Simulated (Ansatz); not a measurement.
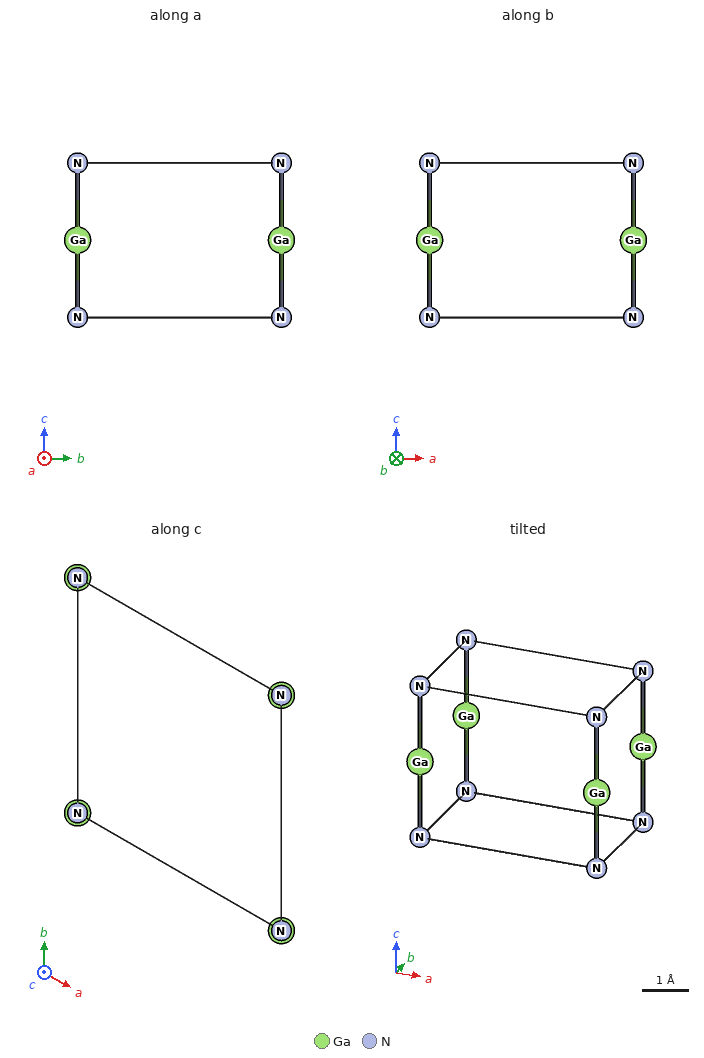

The image is a ball-and-stick drawing of a crystal, viewed along the a axis, along the b axis, along the c axis and slightly off an axis. The outline marks the conventional unit cell.

Lattice parameters: a = 5.164 Å, b = 5.164 Å, c = 3.390 Å, α = 90.00°, β = 90.00°, γ = 120.00°.

**Put the structure into a table of Wyckoff sites.**

Space group P6/mmm (No. 191).
| atom | site | x | y | z |
| --- | --- | --- | --- | --- |
| Ga | 1b | 0.0000 | 0.0000 | 0.5000 |
| N | 1a | 0.0000 | 0.0000 | 0.0000 |

Provenance: a random cell made by a generator, so it need not be a real form of the compound. It is drawn as it came out of a relaxation with Ansatz 0.2.0, DFT PBE, scalar-relativistic, plane waves, PAW.
